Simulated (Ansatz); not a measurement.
# ZnSe (F-43m):H_Se, thermodynamic levels from a 54-atom cell

Wanted: the transition levels of a hydrogen on a lattice site in ZnSe (F-43m), from a cell of 54 host atoms with 1 Se taken out and 1 H put in.

Main program and level: Ansatz 0.2.0; place-levels on r2SCAN runs: charge-transition levels and formation energies with image-charge correction and potential alignment at the atomic sites; PAW set soft_1.

## Step 1: Set-up

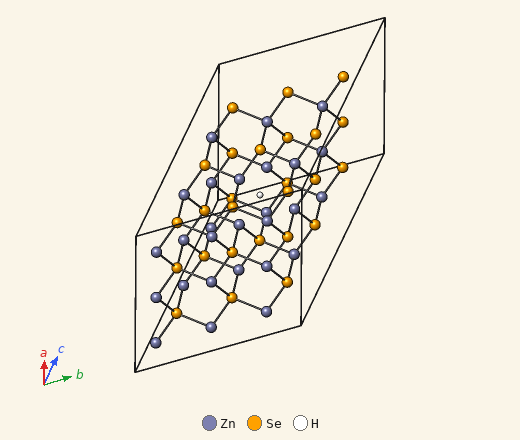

The cell as given, from a free direction (zinc blue, selenium orange, hydrogen white).

The cell holds 54 atoms: 27 Zn, 26 Se and 1 H. Cell: a = 12.017 Å, b = 12.017 Å, c = 12.017 Å, α = 60.0°, β = 60.0°, γ = 60.0°. It derives from ZnSe (space group F-43m). Nearest the centre at fractional (0.417, 0.417, 0.417): H28 at 0.00 Å, Zn45 at 2.45 Å, Zn33 at 2.45 Å, Zn29 at 2.45 Å, Zn27 at 2.45 Å, Se46 at 4.01 Å, Se34 at 4.01 Å, Se30 at 4.01 Å.

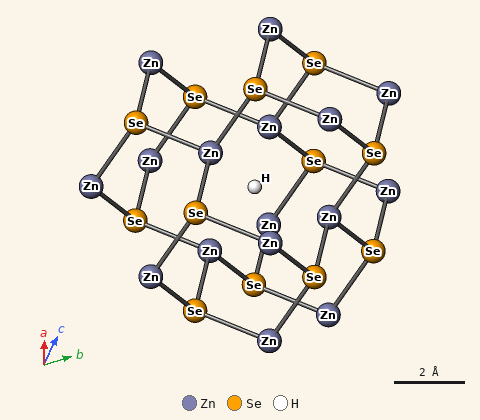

The atoms within 5 Å of the centre.

Coordinates:

```xyz
54
Lattice="0.0000 8.4973 8.4973 8.4973 0.0000 8.4973 8.4973 8.4973 0.0000" Properties=species:S:1:pos:R:3 pbc="T T T"
Zn    0.0000    0.0000    0.0000
Se    1.4162    1.4162    1.4162
Zn    2.8324    2.8324    0.0000
Se    4.2487    4.2487    1.4162
Zn    5.6649    5.6649    0.0000
Se    7.0811    7.0811    1.4162
Zn    2.8324    0.0000    2.8324
Se    4.2487    1.4162    4.2487
Zn    5.6649    2.8324    2.8324
Se    7.0811    4.2487    4.2487
Zn    8.4973    5.6649    2.8324
Se    9.9135    7.0811    4.2487
Zn    5.6649    0.0000    5.6649
Se    7.0811    1.4162    7.0811
Zn    8.4973    2.8324    5.6649
Se    9.9135    4.2487    7.0811
Zn   11.3298    5.6649    5.6649
Se   12.7460    7.0811    7.0811
Zn    0.0000    2.8324    2.8324
Se    1.4162    4.2487    4.2487
Zn    2.8324    5.6649    2.8324
Se    4.2487    7.0811    4.2487
Zn    5.6649    8.4973    2.8324
Se    7.0811    9.9135    4.2487
Zn    2.8324    2.8324    5.6649
Se    4.2487    4.2487    7.0811
Zn    5.6649    5.6649    5.6649
H     7.0811    7.0811    7.0811
Zn    8.4973    8.4973    5.6649
Se    9.9135    9.9135    7.0811
Zn    5.6649    2.8324    8.4973
Se    7.0811    4.2487    9.9135
Zn    8.4973    5.6649    8.4973
Se    9.9135    7.0811    9.9135
Zn   11.3298    8.4973    8.4973
Se   12.7460    9.9135    9.9135
Zn    0.0000    5.6649    5.6649
Se    1.4162    7.0811    7.0811
Zn    2.8324    8.4973    5.6649
Se    4.2487    9.9135    7.0811
Zn    5.6649   11.3298    5.6649
Se    7.0811   12.7460    7.0811
Zn    2.8324    5.6649    8.4973
Se    4.2487    7.0811    9.9135
Zn    5.6649    8.4973    8.4973
Se    7.0811    9.9135    9.9135
Zn    8.4973   11.3298    8.4973
Se    9.9135   12.7460    9.9135
Zn    5.6649    5.6649   11.3298
Se    7.0811    7.0811   12.7460
Zn    8.4973    8.4973   11.3298
Se    9.9135    9.9135   12.7460
Zn   11.3298   11.3298   11.3298
Se   12.7460   12.7460   12.7460
```

Known beforehand: the electronic dielectric constant, 7.48, and the static one, 10.54, computed on the host (DFPT, PBEsol, on the r2SCAN cell), and a cell off the functional's own equilibrium shifts the ionic part.

The cell's shortest repeat is 12.0 Å.

## Step 2: What was run first

A transition level is the Fermi level at which two charge states cost the same, so each charge needs its own total energy, at its own relaxed structure.

Random displacements of about 0.05 Å break the site symmetry at the start, so that the relaxation can reach a distorted minimum if there is one. Forces are taken at one point at (¼, ¼, ¼). The cell holds 1 electron more than the neutral one, with a uniform background that keeps it neutral on the whole.

The sampling was tested on the host first: at the k-points planned (1x1x1 shifted 0.25 0.25 0.25) its energy lies 0.060 eV an atom from the dense-mesh value, so the final energies take a denser sampling.

One state's input; the others differ in charge, spin, start and seed, and in occupations where the table says so.

The input, qm1.relax/input.yaml:

```yaml
crystal:
  lattice:
    - [0.0, 2.8324425, 2.8324425]
    - [2.8324425, 0.0, 2.8324425]
    - [2.8324425, 2.8324425, 0.0]
  atoms:
    - { symbol: Zn, position: [0.0, 0.0, 0.0] }
    - { symbol: Se, position: [0.25, 0.25, 0.25] }
  supercell: [3, 3, 3]
  defects: [{ substitution: { at: 27, symbol: H } }]
total_charge: -1
basis:
  ecutwfc: 500
  xc_grid: 2
hamiltonian:
  xc: r2scan
  pseudopotentials: { kind: paw, azcp: { folder: soft_1 } }
kpoints:
  mp_grid: { grid: [1, 1, 1], shift: [0.25, 0.25, 0.25] }
scf:
  occupations: { method: fixed }
  max_iter: 60
output:
  forces: true
  charged_corrections: { epsilon: 7.48, static_epsilon: 10.54 }
relax:
  f_tol: 0.02
  max_steps: 80
  random_displacement: { amplitude: 0.05, seed: 4155 }
checkpoint:
  write: "../qm1.relax.run"
  compress: false
  write_wavefunctions: true
  write_every: 100000
```

Command:

```bash
$ ansatz run input.yaml --threads 32 --pin off --max-ram 56524MiB --backend cuda --events-out ev --progress --plain --runs-dir out --max-vram 78GiB
```

Defect states can disperse in a cell of this size, so the energy is taken again at a 2×2×2 shifted mesh, on the relaxed structure.

The run of this state that the levels use, under r2SCAN:

The input, qm1.point/input.yaml:

```yaml
crystal:
  checkpoint: "../qm1.relax.run"
  host: checkpoint
total_charge: -1
basis:
  ecutwfc: 500
  xc_grid: 2
hamiltonian:
  xc: r2scan
  pseudopotentials: { kind: paw, azcp: { folder: soft_1 } }
kpoints:
  mp_grid: { grid: [2, 2, 2], shift: [0.5, 0.5, 0.5] }
scf:
  occupations: { method: fermi_dirac, width: 0.01 }
  max_iter: 60
output:
  forces: true
  eigenvalues: true
  charged_corrections:
    epsilon: 7.48
    static_epsilon: 10.54
    defect_position: [0.416667, 0.416667, 0.416667]
  eigenstates: { localisation: true }
  populations: true
  band_densities: [{ bands: [v1, v1] }, { bands: [c1, c1] }]
  write_density: true
  write_potential: true
  volumetric_format: npy
checkpoint:
  read: "../qm1.relax.run"
  write: "../qm1.point.run"
  compress: false
  write_wavefunctions: false
  write_every: 100000
```

Relaxations under r2SCAN at one point at (¼, ¼, ¼); times on 1 × NVIDIA GB200 with 32 threads of Arm Neoverse V2, shared host:

```csv
charge,moment (μB),occupations,outcome,steps,largest displacement against the far atoms (Å),time
−1,0,fixed,converged,19,1.36,21 s
0,1,fixed,converged,11,1.10,19 s
+1,0,fixed,converged,10,0.82,12 s
+2,1,fixed,converged,12,0.82,29 s
```

Single points under r2SCAN at a 2×2×2 shifted mesh; times on 1 × NVIDIA GB200 with 32 threads of Arm Neoverse V2, shared host:

```csv
charge,moment (μB),occupations,outcome,time
−1,0,fermi-dirac,converged,6.8 s
0,1,fermi-dirac,converged,13 s
+1,0,fermi-dirac,converged,5.6 s
+2,1,fermi-dirac,converged,13 s
```

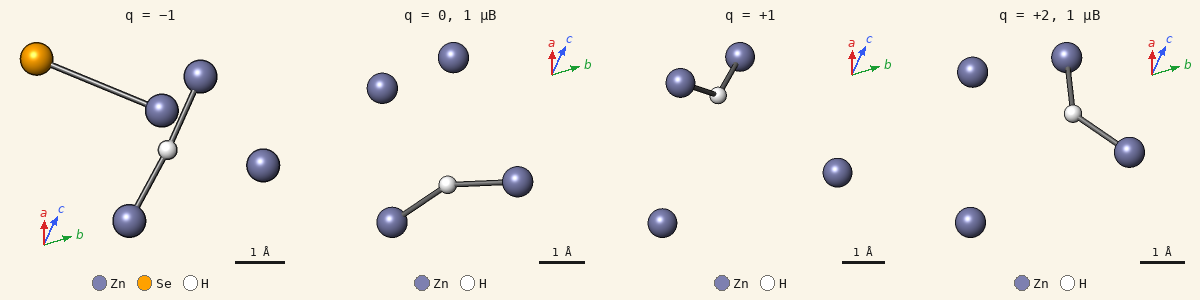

The structures near the centre after relaxation with r2SCAN, by charge. Bonds to atoms that aren't drawn are left out.

Distances (Å) from H28 to the nearest atoms after relaxation with r2SCAN:

```csv
charge,moment (μB),1.,2.,3.,4.,5.,6.
−1,0,Zn 1.68,Zn 1.74,Zn 3.11,Zn 3.12,Se 3.22,Se 3.23
0,1,Zn 1.72,Zn 1.76,Zn 3.24,Zn 3.26,Se 3.31,Se 3.32
+1,0,Zn 1.80,Zn 1.80,Se 3.45,Se 3.45,Se 3.45,Se 3.46
+2,1,Zn 1.79,Zn 1.79,Se 3.45,Se 3.45,Se 3.45,Se 3.45
```

## Step 3: place-levels, r2SCAN

A charged cell interacts with its images and the background, and its potential has another zero than the host's. place-levels removes the first by a point-charge model, screened by the static dielectric constant since the ions have relaxed around the charge, and the second by comparing potentials at atoms far from the defect.

The host is a run of the defect-free crystal in the same cutoffs, grids and k-points, so that basis and sampling errors cancel in part in the differences. The host is run in a cell of 2 atoms on a matching mesh. Its band edges are searched through the zone by a band path, so the gap is smaller than, or equal to, that on the mesh. Chemical potentials are energies per atom of Se (trigonal (grey) selenium) and H (H2 molecule), run with the same functional and cutoff.

The input, levels.point.yaml:

```yaml
host:
  run: host.point.run
states: [qm1.point.run, q0_M1.point.run, qp1.point.run, qp2_M1.point.run]
geometry_from:
  qm1.point.run: qm1.relax.run
  q0_M1.point.run: q0_M1.relax.run
  qp1.point.run: qp1.relax.run
  qp2_M1.point.run: qp2_M1.relax.run
  host.point.run: host.relax.run
chemical_potentials:
  Se:
    energy: -5478.140172
    dataset: "<sha256 of the dataset>"
  H:
    energy: -15.945394
    dataset: "<sha256 of the dataset>"
epsilon: 7.48
static_epsilon: 10.54
vertical:
  - { from: qm1.point.run, to: qm1.point_neutral.run }
  - { from: qp1.point.run, to: qp1.point_neutral.run }
  - { from: qp2_M1.point.run, to: qp2_M1.point_neutral.run }
```

Command:

```bash
$ ansatz place-levels levels.point.yaml -- --threads 32 --pin off --max-ram 56524MiB --backend cuda --max-vram 78GiB
```

Numbers of over 12 decimals in the logs are rounded to 6 here.

The log of the run:

```text
[... repeated set-up lines and file paths are left out, and long positions are rounded to six places ...]
(+2/+1) 0.000 eV above the valence edge (-0.503 eV without the band-filling correction), 1.862 eV under the conduction edge
(+1/0) 2.129 eV above the valence edge, in the conduction band; not on the lower envelope
(0/-1) 1.128 eV above the valence edge, 0.735 eV under the conduction edge; not on the lower envelope
(+1/-1) 1.629 eV above the valence edge, 0.234 eV under the conduction edge: charges between them are lowest nowhere
formation energy of charge +2: +2.220 eV with the Fermi level at the valence edge
formation energy of charge +1: +2.220 eV with the Fermi level at the valence edge
formation energy of charge 0: +4.349 eV with the Fermi level at the valence edge
formation energy of charge -1: +5.477 eV with the Fermi level at the valence edge
vertical -1 to 0: no energy, since no alignment is typed
  the change from vertical[0].from (qm1.point.run) to vertical[0].to (qm1.point_neutral.run): by its potential at epsilon 7.48 it stands at 0.471 0.472 0.363, with an rms radius of about 1.7 Å (1.1 1.1 0.8 Å across the planes of the cell's vectors); [...]
vertical +1 to 0: no energy, since no alignment is typed
  the change from vertical[1].from (qp1.point.run) to vertical[1].to (qp1.point_neutral.run): by its potential at epsilon 7.48 it stands at 0.403 0.418 0.403, with an rms radius of about 3.3 Å (2.0 1.7 2.0 Å across the planes of the cell's vectors); [...]
vertical +2 to 0: no energy, since no alignment is typed
  the change from vertical[2].from (qp2_M1.point.run) to vertical[2].to (qp2_M1.point_neutral.run): by its potential at epsilon 7.48 it stands at 0.411 0.427 0.428, with an rms radius of about 5.2 Å (2.6 3.2 3.2 Å across the planes of the cell's vectors); [...]
  edges by r2scan, gap 1.862 eV; the host is sampled to repeats of 24.03 Å
  the defect's cells are sampled to repeats of 24.03 Å, like sampling
  charge +2: -232296.5060 eV with its correction of +0.021 eV, at epsilon 10.54, aligned at sites: -0.3579 eV, mean over 19 atomic sites at or beyond 6.01 Å from the host's site at [0.4166, 0.4166, 0.4166] by the defect at [0.4167, 0.4167, 0.4167], with [...]
  states[3] (qp2_M1.point.run): levels filled in part (TS 0.002 eV): its energy is of no whole electron's
  charge +1: -232290.7615 eV with its correction of -0.070 eV, at epsilon 10.54, aligned at sites: -0.2541 eV, mean over 19 atomic sites at or beyond 6.01 Å from the host's site at [0.4166, 0.4166, 0.4166] by the defect at [0.4167, 0.4167, 0.4167], with [...]
  charge 0: +0.000 eV for its dipole among its images, +0.000 omitted
  charge -1: -232275.0085 eV with its correction of +0.385 eV, at epsilon 10.54, aligned at sites: -0.2008 eV, mean over 19 atomic sites at or beyond 6.01 Å from the host's site at [0.4166, 0.4166, 0.4166] by the defect at [0.4167, 0.4167, 0.4167], with [...]
  of states[3] (qp2_M1.point.run): it parts from the run at its places by a charge that spreads by about 3.2 Å along one vector (1.7 Å or more is wide), by its potential at epsilon 7.48, taken for that of held ions (one typed too small widens it), where the [...]
  of states[2] (qp1.point.run): it parts from the run at its places by a charge that spreads by about 2 Å along one vector (1.7 Å or more is wide), by its potential at epsilon 7.48, taken for that of held ions (one typed too small widens it), where the cell [...]
```

Run time: 0.35 s. Hardware: 32 threads of Arm Neoverse V2, shared host.

Levels between the charges placed, in eV above the valence top:

```csv
,gap (eV),(+2/+1),(+1/0),(0/−1)
r2SCAN,1.86,0.00,2.13,1.13
```

Corrections by state:

```csv
charge,moment (μB),image terms and alignment (eV),band filling (eV),ε used,"over the lowest of its charge, as the program ranks them, band filling apart (eV)"
+2,1.0,0.021,-0.503,10.54,0.000
+1,0.0,-0.070,-,10.54,0.000
0,1.0,0.000,-,-,0.000
−1,0.0,0.385,-,10.54,0.000
```

The charged structures listed were also run neutral, and place-levels reads from each pair, by the potential or the spins, how wide the charge is by which they differ; that can be the carrier of either run.

```csv
charge,rms radius (Å),spread where it is widest against the cell (Å),wide from (Å),reading
+2,5.2,3.17,1.70,wide
+1,3.3,2.02,1.70,wide
−1,1.7,1.09,1.70,narrow
```

The neutral runs of these pairs need not share the spin of the lowest neutral state, and very wide values only mean spread over the cell.

From the program's caveats on the states, each cut to its opening words:

- charge +2 (1 μB): it parts from the run at its places by a charge that spreads by about 3.2 Å along one vector (1.7 Å or more is wide), by its potential at epsilon 7.48, taken [...]
- charge +2 (1 μB): a band-filling correction moves a carrier to the host's band edge, which changes its energy by -0.503 eV
- charge +2 (1 μB): its sublattices stand up to 0.0084 Å off the host's, which by the two runs' forces adds about +0.01 eV to its energy against the host's, and moves the band [...]
- charge +2 (1 μB): its moments are held at its close (magnetization.spin_locking), by a field of 0.056 eV a Bohr magneton, and its energy and levels are of the state that this [...]
- charge +2 (1 μB), 0 (1 μB): flagged: stability check not made
- charge +1: it parts from the run at its places by a charge that spreads by about 2 Å along one vector (1.7 Å or more is wide), by its potential at epsilon 7.48, taken for [...]
- charge +1: its alignment with the host at atomic sites is doubtful: the mean over the far sites moves by -0.0714 eV from their farther parts to their nearer, more than [...]

The host's formation energy from the elements is -0.850 eV per atom; it sets how far the chemical potentials can move.

Limit set by the element alone; other compounds of these elements are not counted. Chemical potentials from the elements' reference states: Se 0.00 eV, Zn -1.70 eV, H 0.00 eV. Formation energies (Se-rich), with the Fermi level at the valence top and at the conduction bottom (gap 1.86 eV):

```csv
charge,at valence top (eV),at conduction bottom (eV),correction included (eV)
+2,2.22,5.94,-0.48
+1,2.22,4.08,-0.07
0,4.35,4.35,0.00
−1,5.48,3.61,0.39
```

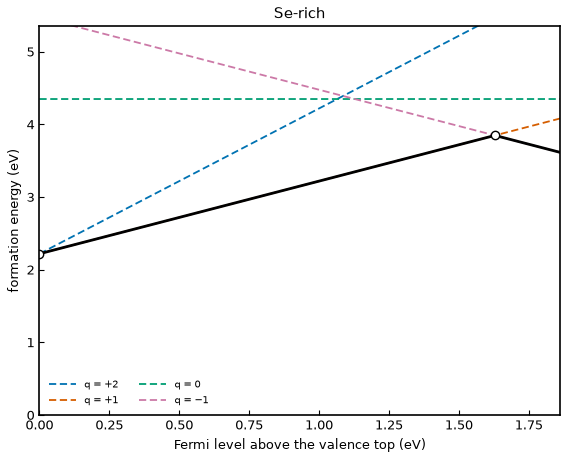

Formation energy against Fermi level; the thick line follows the lowest charge state and circles mark the transition levels.

Limit set by the element alone; other compounds of these elements are not counted. Chemical potentials from the elements' reference states: Zn 0.00 eV, Se -1.70 eV, H 0.00 eV. Formation energies (Zn-rich), with the Fermi level at the valence top and at the conduction bottom (gap 1.86 eV):

```csv
charge,at valence top (eV),at conduction bottom (eV),correction included (eV)
+2,0.52,4.25,-0.48
+1,0.52,2.38,-0.07
0,2.65,2.65,0.00
−1,3.78,1.92,0.39
```

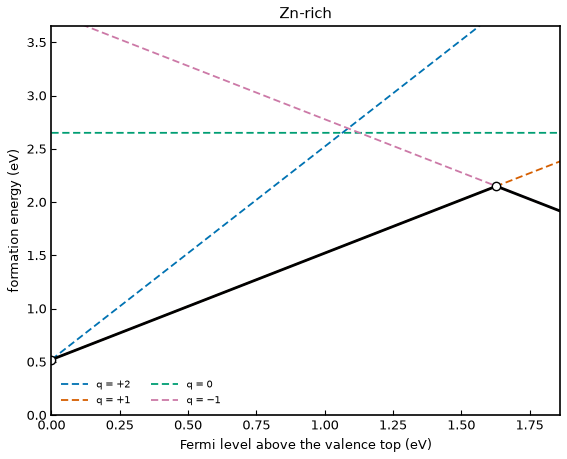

Formation energy against Fermi level; the thick line follows the lowest charge state and circles mark the transition levels.

## Step 4: Summary of results

- gap of the host: 1.86 eV (r2SCAN)
- level (plus 2/plus 1): 0.00 eV above the valence top (-0.50 eV above the valence top without the band-filling term)
- level (plus 1/0): 2.13 eV above the valence top, past the conduction bottom, not a change between lowest states
- level (0/minus 1): 1.13 eV above the valence top, not a change between lowest states
- level (plus 1/minus 1): 1.63 eV above the valence top
- lowest of the charges placed, just above the valence top (0.02 eV): +1
- lowest of the charges placed, just below the conduction bottom (0.02 eV): −1
- lowest formation energy at mid-gap of the charges run, Se-rich: 3.15 eV
- lowest formation energy at mid-gap of the charges run, Zn-rich: 1.45 eV

**Reading.** Of the charges placed (−1, 0, +1 and +2), the lowest changes at 1.63 eV (+1/−1) above the valence top, in a gap of 1.86 eV. (+1/−1) passes over charge 0, which lies 0.50 eV above the two there; a lower structure or spin state of it, if missed, would change that. Charges below −1 were not placed, so these runs say nothing of levels that involve them. States placed: +2 at 1 μB; +1 at 0 μB; 0 at 1 μB; −1 at 0 μB. Other spin states or structures, where not listed, weren't placed. The program finds carriers beyond a band edge of the host and adds a band-filling term at charge +2 (-0.50 eV); steps to such a charge show no bound level, and a defect level inside a band would be read the same way. At charge −1, 0, +1 and +2 the atom put in ends up to 1.3 Å from its starting place, so the name tells the start alone and the levels can join different sites. H is taken at its element; compounds, which aren't counted here, bound the chemical potentials and would shift these formation energies. The program doubts the alignment of potentials for at least one state, a sign that the cell is small. What this leaves open: r2SCAN makes the gap too small and tends to spread out bound carriers; force components of up to 0.18 eV/Å remain in a run at the final settings.

[Logs are printed without paths, hosts, clocks, repeated set-up lines and the standing remarks that a program may print on its own settings, such as how far it seeks lower states.]

[Hosts, paths, dates, database ids (printed as entryN), source tags and the programs' standing remarks are cut or masked in the printed files.]

[Where a table of states has a column of steps, it counts the stored structures, which are thinned; the runs took as many ionic steps or more.]

[A defect's name tells the site on which it was built; relaxed atoms can leave that site.]

[For some hosts the program warned that the k-mesh of the response run may be too coarse for force constants and the static dielectric constant; such warnings are not shown here.]
